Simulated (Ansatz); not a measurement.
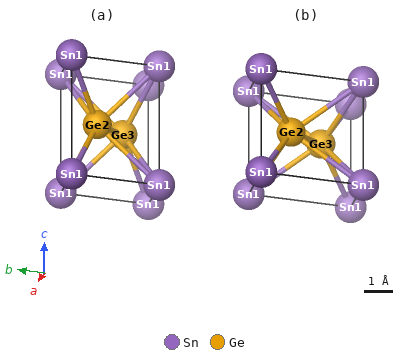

The structure of crystalline SnGe2 (a generated structure, set up in P6/mmm) (coarse preliminary run) before (left) and after (right) a relaxation, at one scale.

A ball-and-stick model of the cell of the calculation, seen from a free direction.

Method: DFT PBE, scalar-relativistic, plane waves, PAW in Ansatz. Set-up: plane-wave cutoff 420 eV; k-point mesh 6 × 6 × 4; occupations gaussian; smearing width 0.1 eV; no spin polarisation; cell and atoms relaxed; force threshold 0.04 eV/Å; at most 70 steps.

Question: Describe what moved and what it gained.

Answer: No atom moves by more than 0.005 Å relative to the cell. The drawn cell changes as follows: a = b 3.946 → 4.592 Å (+16.4 %), c 4.410 → 3.828 Å (−13.2 %); the volume changes by +17.5 %. Near-neighbour distances that change, for instance: Ge2–Ge3 2.278 → 2.651 Å, Sn1–Ge2 3.171 → 3.270 Å. The space group stays P6/mmm (No. 191). The energy falls by 386 meV per atom in 11 accepted moves (15 points after the start). All forces vanish by symmetry, so only the cell relaxes. Pressure: 20.06 GPa at the start and −0.09 GPa at the end. The line search rejected the trial steps at points 12, 13 of the run. At 2 points the geometry stayed and the basis and grid were re-selected for the new cell (energy shift of 8.1 meV per atom at most each time).
